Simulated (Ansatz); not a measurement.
**Geometry relaxation of InP**

System: InP (F-43m, 2 atoms in the cell).
Method: DFT PBE, scalar-relativistic, plane waves, PAW, no spin polarisation (Ansatz 0.2.0).

The structure derives from a Materials Project entry. Figures and captions count atoms from 1; the log counts them from 0 in places.

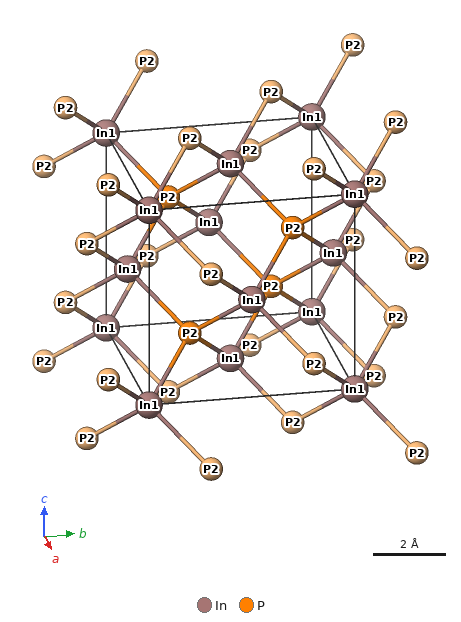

Fig. 1: The structure as given in the input (ball-and-stick view of the cell 4 times as large as that of the calculation, set on its symmetry axes, seen at an oblique angle; neighbours outside the cell are drawn fainter; atoms are numbered from 1 in the order of the input).

## Input
```yaml
crystal:
  lattice:
    - [0.0, 2.9519763857, 2.9519763857]
    - [2.9519763857, 0.0, 2.9519763857]
    - [2.9519763857, 2.9519763857, 0.0]
  atoms:
    - { symbol: In, position: [0.0, 0.0, 0.0] }
    - { symbol: P, position: [0.25, 0.25, 0.25] }
basis:
  ecutwfc: 420
kpoints:
  mp_grid: { grid: [10, 10, 10] }
hamiltonian:
  xc: pbe
scf:
  occupations: { method: gaussian, width: 0.02 }
output:
  forces: true
  stress: true
  eigenvalues: true
relax:
  adjacent_minimum: "off"
  f_tol: 0.005
  max_steps: 80
  cell: { stress_tol: 0.05 }
```

Hardware: 4 threads of Arm Neoverse V2, 128 GiB of memory available, shared host.

Launch command:
```bash
ansatz run input.yaml --threads 4 --pin off --max-ram 6144MiB --backend cpu --events-out ev --progress --plain --runs-dir out
```

## Log
```
Engine: ansatz 0.2.0, aarch64-unknown-linux-gnu
Pseudopotentials: kind: paw
Pseudopotential: In, paw, valence charge 13, recommended cutoff 420 eV (normal), In.paw.azcp
Pseudopotential: P, paw, valence charge 5, recommended cutoff 420 eV (normal), P.paw.azcp
Functional definition: PBE
  parameter kappa = 0.804
  parameter beta = 0.06672455060314922
  exchange = pbe_x(kappa = kappa, mu = beta*pi^2/3)
  correlation = pbe_c(beta = beta)
Crystal: 2 atoms, lattice volume = 51.448 Å³
Basis set: ecut = 420 eV, 965 PW (Γ), exchange–correlation on 60×60×60 points (8 copies of the dense FFT grid, shifted against one another)
Bands: 13, of which v1, the nominal top of the filled ones, is band 9 counted from 1 (8 counted from 0)
Symmetry: 24 space group operations
Space group: F-43m (ITA 216), of the structure as read, at distance tolerance 3.7e-5 Å
k-points: 47 of 1000 (time reversal used)
Non-local potential: In, projectors of the file, l = 0: 2, l = 1: 2, l = 2: 2, l = 3: 2
Non-local potential: P, projectors of the file, l = 0: 2, l = 1: 2, l = 2: 2
PAW form: soft (Blöchl's): semilocal exchange-correlation on the pseudo side does not see the compensation charge
PAW one-centre angular grid: In, 590 points (default); XC on 64 Gauss nodes
PAW one-centre angular grid: P, 110 points (default); XC on 64 Gauss nodes
Initial density: superposition of atomic densities (neutral atoms: chi_scale 0, normalization atom), corrected by the library's trained network
Initial wavefunctions: pseudopotential atomic-orbital guess
Functional: x = pbe(κ = 0.804, μ = 0.2195149727645171), c = pbe(β = 0.06672455060314922)
SCF iter   1: F=—  HF=-6354.002752 eV  |F-HF|=—  |Δ(HF+E_count)|=         —  Δρ=1.99e-3  dr2=4.41e-3  ethr=1.77e-3  ⟨swp⟩=6.6  Hψ=4222  notcnv=0
preconditioner: auto → none  [insulator: Δε(μ)=0.582 eV  Ē_g=14.657 eV  σ=0.020 eV  W_gap=1.00  n_scr=14 (ndim 8)  ℏωp=22.0 eV  f_vac=0.023  D(μ)=0.00/eV (n_scr^D=0)  ε∞_Penn≈3.2]
SCF iter   2: F=—  HF=-6354.000566 eV  |F-HF|=—  |Δ(HF+E_count)|=   2.19e-3  Δρ=1.21e-3  dr2=7.56e-4  ethr=2.45e-5  ⟨swp⟩=3.0  Hψ=1756  notcnv=0
SCF iter   3: F=—  HF=-6354.000366 eV  |F-HF|=—  |Δ(HF+E_count)|=   2.00e-4  Δρ=3.65e-4  dr2=7.02e-5  ethr=4.20e-6  ⟨swp⟩=2.0  Hψ=1058  notcnv=0
SCF iter   4: F=—  HF=-6354.000416 eV  |F-HF|=—  |Δ(HF+E_count)|=   4.93e-5  Δρ=1.15e-4  dr2=5.37e-6  ethr=3.90e-7  ⟨swp⟩=2.0  Hψ=1038  notcnv=0
SCF iter   5: F=—  HF=-6354.000419 eV  |F-HF|=—  |Δ(HF+E_count)|=   3.07e-6  Δρ=7.18e-5  dr2=2.43e-6  ethr=2.98e-8  ⟨swp⟩=2.0  Hψ=1034  notcnv=0
SCF iter   6: F=-6354.000418 eV  HF=-6354.000418 eV  |F-HF|=1.66e-8  |Δ(HF+E_count)|=   6.34e-7  Δρ=8.69e-6  dr2=3.33e-8  ethr=5.56e-10  ⟨swp⟩=5.0  Hψ=3480  notcnv=0
SCF 1 converged in 6 iterations: F = -6354.000418 eV  dr2 = 3.33e-8
  greatest PAW one-centre occupation: 0.981 electrons in one spin orbital (limit 2), on the In atom at site 0 (counted from 0), in its partial waves of l = 2
relax step   1: F+E_penalty+E_count = -6354.00041816 eV  Δ(F+E_penalty+E_count) = +0.000e0 eV  max|allowed force component| = 2.498e-16 eV/Å  Δτ_max = 0.0000 Å  P = +1.783 GPa  Ω = 51.448 Å³  (6 SCF iters, dr2 threshold 1.00e-7 eV, accepted)
Crystal: 2 atoms, lattice volume = 53.125 Å³
Basis set: ecut = 420 eV, 1037 PW (Γ), exchange–correlation on 60×60×60 points (8 copies of the dense FFT grid, shifted against one another)
Initial density: handed on by an earlier stage of this run
Initial wavefunctions: those handed on with the density
iter 1 solved again at ethr=1.12e-5 eV; its pass at ethr=3.10e-3 eV (dr2=2.01e-3 eV) is discarded
SCF iter   1: F=—  HF=-6354.008225 eV  |F-HF|=—  |Δ(HF+E_count)|=         —  Δρ=1.39e-3  dr2=1.98e-3  ethr=1.12e-5  ⟨swp⟩=2.0  Hψ=4795  notcnv=0
preconditioner: auto → none  [insulator: Δε(μ)=0.411 eV  Ē_g=14.522 eV  σ=0.020 eV  W_gap=1.00  n_scr=14 (ndim 8)  ℏωp=21.6 eV  f_vac=0.026  D(μ)=0.00/eV (n_scr^D=0)  ε∞_Penn≈3.2]
SCF iter   2: F=—  HF=-6354.007780 eV  |F-HF|=—  |Δ(HF+E_count)|=   4.45e-4  Δρ=5.22e-4  dr2=1.54e-4  ethr=1.10e-5  ⟨swp⟩=2.0  Hψ=975  notcnv=0
SCF iter   3: F=—  HF=-6354.007788 eV  |F-HF|=—  |Δ(HF+E_count)|=   7.97e-6  Δρ=2.26e-4  dr2=2.77e-5  ethr=8.58e-7  ⟨swp⟩=3.0  Hψ=1070  notcnv=0
SCF iter   4: F=—  HF=-6354.007802 eV  |F-HF|=—  |Δ(HF+E_count)|=   1.38e-5  Δρ=1.18e-4  dr2=7.48e-6  ethr=1.54e-7  ⟨swp⟩=3.0  Hψ=1078  notcnv=0
SCF iter   5: F=—  HF=-6354.007804 eV  |F-HF|=—  |Δ(HF+E_count)|=   2.04e-6  Δρ=2.63e-5  dr2=3.73e-7  ethr=4.16e-8  ⟨swp⟩=3.0  Hψ=1093  notcnv=0
SCF iter   6: F=-6354.007804 eV  HF=-6354.007804 eV  |F-HF|=3.16e-9  |Δ(HF+E_count)|=   2.96e-7  Δρ=2.70e-6  dr2=5.36e-9  ethr=1.11e-9  ⟨swp⟩=7.0  Hψ=3246  notcnv=0
SCF 2 converged in 6 iterations: F = -6354.007804 eV  dr2 = 5.36e-9
relax step   2: F+E_penalty+E_count = -6354.00780385 eV  Δ(F+E_penalty+E_count) = -7.386e-3 eV  max|allowed force component| = 9.946e-17 eV/Å  Δτ_max = 0.0000 Å  P = -0.238 GPa  Ω = 53.125 Å³  energy of the carried Pulay correction = -3.804e-4 eV  (6 SCF iters, dr2 threshold 2.00e-7 eV, accepted)
Crystal: 2 atoms, lattice volume = 52.922 Å³
iter 1 solved again at ethr=1.42e-7 eV; its pass at ethr=3.10e-3 eV (dr2=2.56e-5 eV) is discarded
SCF iter   1: F=—  HF=-6354.008013 eV  |F-HF|=—  |Δ(HF+E_count)|=         —  Δρ=1.62e-4  dr2=2.64e-5  ethr=1.42e-7  ⟨swp⟩=3.0  Hψ=4459  notcnv=0
preconditioner: auto → none  [insulator: Δε(μ)=0.443 eV  Ē_g=14.529 eV  σ=0.020 eV  W_gap=1.00  n_scr=14 (ndim 8)  ℏωp=21.7 eV  f_vac=0.019  D(μ)=0.00/eV (n_scr^D=0)  ε∞_Penn≈3.2]
SCF iter   2: F=—  HF=-6354.008008 eV  |F-HF|=—  |Δ(HF+E_count)|=   4.60e-6  Δρ=6.09e-5  dr2=2.06e-6  ethr=1.42e-7  ⟨swp⟩=2.0  Hψ=788  notcnv=0
SCF iter   3: F=—  HF=-6354.008008 eV  |F-HF|=—  |Δ(HF+E_count)|=   1.78e-8  Δρ=2.61e-5  dr2=3.58e-7  ethr=1.15e-8  ⟨swp⟩=3.0  Hψ=1087  notcnv=0
SCF iter   4: F=-6354.008008 eV  HF=-6354.008008 eV  |F-HF|=6.64e-9  |Δ(HF+E_count)|=   1.54e-7  Δρ=1.36e-5  dr2=9.58e-8  ethr=7.86e-10  ⟨swp⟩=6.0  Hψ=3042  notcnv=0
SCF 3 converged in 4 iterations: F = -6354.008008 eV  dr2 = 9.58e-8
relax step   3: F+E_penalty+E_count = -6354.00800808 eV  Δ(F+E_penalty+E_count) = -2.042e-4 eV  max|allowed force component| = 4.626e-17 eV/Å  Δτ_max = 0.0000 Å  P = -0.012 GPa  Ω = 52.922 Å³  energy of the carried Pulay correction = -3.349e-4 eV  (4 SCF iters, dr2 threshold 1.41e-7 eV, accepted)
Initial wavefunctions: pseudopotential atomic-orbital guess (no wavefunctions were taken with the density)
iter 1 solved again at ethr=1.13e-6 eV; its pass at ethr=3.10e-3 eV (dr2=2.04e-4 eV) is discarded
SCF iter   1: F=—  HF=-6354.008339 eV  |F-HF|=—  |Δ(HF+E_count)|=         —  Δρ=4.37e-5  dr2=2.24e-7  ethr=1.13e-6  ⟨swp⟩=3.3  Hψ=5724  notcnv=0
eigensolver tolerance schedule: the retry pair's looser diagonalisation over-reported the residual by 907.65 of it (diagonalisation noise at 0.50 of the residual, at the tolerance the schedule requests for it); recorded, not acted on — ethr = c·dr2/N_el stays at c = 1.0e-1
preconditioner: auto → none  [insulator: Δε(μ)=0.442 eV  Ē_g=14.530 eV  σ=0.020 eV  W_gap=1.00  n_scr=14 (ndim 8)  ℏωp=21.7 eV  f_vac=0.019  D(μ)=0.00/eV (n_scr^D=0)  ε∞_Penn≈3.2]
SCF iter   2: F=—  HF=-6354.008343 eV  |F-HF|=—  |Δ(HF+E_count)|=   3.94e-6  Δρ=2.00e-5  dr2=5.61e-8  ethr=1.25e-9  ⟨swp⟩=2.7  Hψ=1092  notcnv=0
SCF iter   3: F=—  HF=-6354.008343 eV  |F-HF|=—  |Δ(HF+E_count)|=   4.40e-7  Δρ=5.88e-6  dr2=9.43e-9  ethr=3.12e-10  ⟨swp⟩=2.1  Hψ=1000  notcnv=0
SCF iter   4: F=—  HF=-6354.008343 eV  |F-HF|=—  |Δ(HF+E_count)|=   2.19e-8  Δρ=1.16e-6  dr2=3.61e-10  ethr=5.24e-11  ⟨swp⟩=2.0  Hψ=1042  notcnv=0
SCF iter   5: F=—  HF=-6354.008343 eV  |F-HF|=—  |Δ(HF+E_count)|=  9.09e-10  Δρ=3.43e-7  dr2=3.29e-11  ethr=2.01e-12  ⟨swp⟩=2.8  Hψ=1108  notcnv=0
SCF iter   6: F=-6354.008343 eV  HF=-6354.008343 eV  |F-HF|=3.64e-12  |Δ(HF+E_count)|=  9.00e-11  Δρ=9.18e-8  dr2=2.15e-12  ethr=1.00e-12  ⟨swp⟩=7.3  Hψ=3342  notcnv=0
SCF 4 converged in 6 iterations: F = -6354.008343 eV  dr2 = 2.15e-12
relax step   4: F+E_penalty+E_count = -6354.00834333 eV  Δ(F+E_penalty+E_count) = -3.352e-4 eV  max|allowed force component| = 6.014e-17 eV/Å  Δτ_max = 0.0000 Å  P = -0.011 GPa  Ω = 52.922 Å³  stress off target by 1.13e-2 GPa  SCF on the basis re-selected at this cell (its energy is not comparable with the rows above)  (6 SCF iters)
```

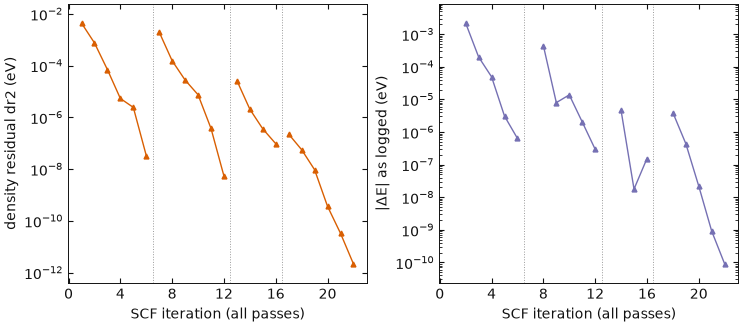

Fig. 2: Convergence of the self-consistent field: density residual dr2 and size of the energy change against the SCF iteration. The dotted lines part the SCF passes of the relaxation: geometry steps, rejected trials and re-solves on a re-selected basis. The passes take 6, 6, 4 and 6 iterations.

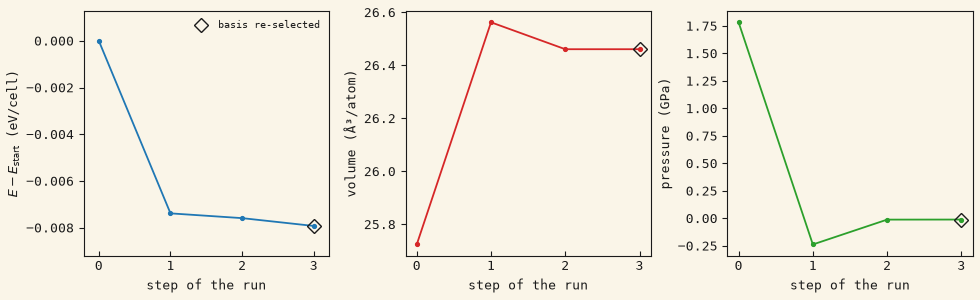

Fig. 3: Progress of the relaxation, step by step (the first geometry is step 0 here and step 1 in the log).

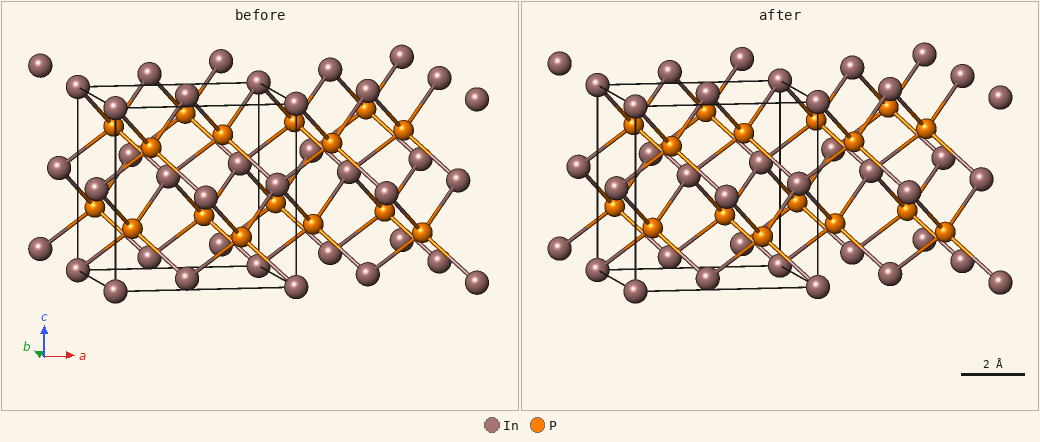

Fig. 4: Before (left) and after (right) the relaxation, at one scale (ball-and-stick view of the cell 4 times as large as that of the calculation, set on its symmetry axes, repeated 2 × 2 × 1, seen slightly off an axis). No atom moves by more than 0.005 Å relative to the cell. The drawn cell changes as follows: a = b = c 5.904 → 5.960 Å (+0.9 %); the volume changes by +2.9 %. Among the contacts that change: In1–P2 2.556 → 2.581 Å. The space group stays F-43m (No. 216). The energy falls by 7.6 meV per cell of the calculation in 2 geometry steps. All forces vanish by symmetry, so only the cell relaxes. Pressure: 1.78 GPa at the start and −0.01 GPa at the end. A last SCF at the same geometry on a re-selected plane-wave basis shifts the energy by −0.3 meV per cell of the calculation. (Atoms are counted from 1 in the order of the input.)

```
basis re-selected at this cell: Δ(F+E_penalty+E_count) = -3.352e-4 eV, ΔP = +0.001 GPa vs the last step (what re-selecting the basis moved, of the pressure what is left beyond the Pulay correction that the steps carried, after the strain that the cell walked since its last selection, with what the two solves' SCF thresholds leave and, on support functions, any second-order correction that the steps lacked; it is no measure of the basis error at this ecutwfc). This SCF's stress stands 1.13e-2 GPa from its target on what of the cell is left free (relax.cell.stress_tol is 5.00e-2 GPa) and its largest allowed force component is 6.01e-17 eV/Å (relax.f_tol is 5.00e-3 eV/Å): within both
SCF converged after 6 iterations
Free energy (F): -6354.008343 eV
Harris-Foulkes:  -6354.008343 eV  (|F-HF|=3.64e-12)
Internal energy: -6354.008343 eV  (E = F + TS)
E sigma→0 (E₀):  -6354.008343 eV
Fermi energy:    6.596989 eV
--- Per-component energies (eV) ---
  E_band       = -61.217364
  E_kinetic    = 312.188963
  E_local      = -1428.381750  (includes V_loc(G=0)·N_el)
  E_nonlocal   = 401.288873
  E_hartree    = 562.496536
  E_xc         = -275.998703
  E_vxc        = -159.060490  (∫ρ·V_xc dr)
  E_paw        = -4725.128173  (= ΣΔE_a)
  E_vpaw       = -312.246020  (= ΣTr[D̂ρ^β])
  E_aug_tail   = 0.000028  (compensation charges beyond the density's cutoff)
  E_ewald      = -1200.474117
  E_smearing   = -0.000000  (= −TS)
  E_closure    = -0.000000  (closes the sum)
  Σ components = -6354.008343   (vs F -6354.008343, Δ=0.00e0)
--- Forces (eV/Å), atoms counted from 1 ---
  atom   1  In     0.00000000     0.00000000    -0.00000000
  atom   2  P     -0.00000000    -0.00000000     0.00000000
  max |Σ_I F_I| component: 6.48e-17 eV/Å
--- Stress (GPa, compression-positive) ---
       -0.011257      -0.000000      -0.000000
       -0.000000      -0.011257       0.000000
       -0.000000       0.000000      -0.011257
  P = ⅓ Tr σ = -0.0113 GPa (-0.113 kbar)
--- Band table (eV; the first three rows and the last of 47) ---
  k-point 0: bands = ["-7.7187", "-7.7187", "-7.7187", "-7.5900", "-7.5900", "-4.8096", "6.3757", "6.3757", "6.3757", "6.8173", "10.4629", "10.4629", "10.4629"]
  k-point 1: bands = ["-7.7286", "-7.7145", "-7.7145", "-7.5900", "-7.5900", "-4.7037", "5.1888", "6.2621", "6.2621", "7.6720", "10.5065", "10.6378", "10.6378"]
  k-point 2: bands = ["-7.7538", "-7.7045", "-7.7045", "-7.5890", "-7.5890", "-4.3998", "3.7318", "6.0023", "6.0023", "8.0480", "10.9930", "10.9930", "11.0553"]
  k-point 46: bands = ["-7.8485", "-7.6643", "-7.6373", "-7.6095", "-7.5748", "-2.5915", "0.9631", "3.6805", "3.7281", "10.1657", "10.2618", "12.3904", "12.9077"]
--- Relaxed structure (3 steps of the walk, 3 accepted, 1 SCFs on fresh bases) ---
  F+E_penalty+E_count = -6354.00834333 eV   max|allowed force component| = 6.014e-17 eV/Å   (the final SCF, on the basis selected at the relaxed cell)
  cell:  # Å, volume = 52.9215 Å³
    - [-1.2483661480594195e-33, 2.9798940123959765, 2.9798940123959765]
    - [2.9798940123959765, 4.9934645922376774e-33, 2.9798940123959765]
    - [2.9798940123959765, 2.9798940123959765, 7.006136545231435e-33]
  atoms:
    - { symbol: In, position: [-1.4570724763588768e-33, 1.6636723050963295e-33, 1.4679461515555847e-33] }
    - { symbol: P, position: [0.25, 0.25, 0.25] }
```

## Trajectory as extended XYZ (Å, eV, eV/Å), 4 frames, from step=1 to step=4
```
2
Lattice="0.0000 2.9520 2.9520 2.9520 0.0000 2.9520 2.9520 2.9520 0.0000" Properties=species:S:1:pos:R:3:forces:R:3 step=1 energy=-6354.00042 pressure_GPa=1.78
In    0.0000    0.0000    0.0000    0.0000   0.0000   0.0000
P     1.4760    1.4760    1.4760    0.0000   0.0000   0.0000
2
Lattice="0.0000 2.9837 2.9837 2.9837 0.0000 2.9837 2.9837 2.9837 0.0000" Properties=species:S:1:pos:R:3:forces:R:3 step=2 energy=-6354.00780 pressure_GPa=-0.24
In    0.0000    0.0000    0.0000    0.0000   0.0000   0.0000
P     1.4918    1.4918    1.4918    0.0000   0.0000   0.0000
2
Lattice="0.0000 2.9799 2.9799 2.9799 0.0000 2.9799 2.9799 2.9799 0.0000" Properties=species:S:1:pos:R:3:forces:R:3 step=3 energy=-6354.00801 pressure_GPa=-0.01
In    0.0000    0.0000    0.0000    0.0000   0.0000   0.0000
P     1.4899    1.4899    1.4899    0.0000   0.0000   0.0000
2
Lattice="0.0000 2.9799 2.9799 2.9799 0.0000 2.9799 2.9799 2.9799 0.0000" Properties=species:S:1:pos:R:3:forces:R:3 step=4 energy=-6354.00834 pressure_GPa=-0.01
In    0.0000    0.0000    0.0000    0.0000   0.0000   0.0000
P     1.4899    1.4899    1.4899    0.0000   0.0000   0.0000
```

## Results in brief

- outcome: converged
- space group (tolerance 0.01 Å): F-43m (216)
- electrons treated: 18
- free energy: −6354.0083 eV
- Fermi energy: 6.597 eV
- gap on the k-point mesh: 0.44 eV
- pressure: −0.01 GPa
- final volume: 52.92 Å³
- largest force (length of the vector) at the end: under 0.001 eV/Å
- final cell: a = 4.214 Å, b = 4.214 Å, c = 4.214 Å, α = 60.00°, β = 60.00°, γ = 60.00°
- wall time: 4 s (CPU time 14 s)
- peak memory: 0.45 GiB
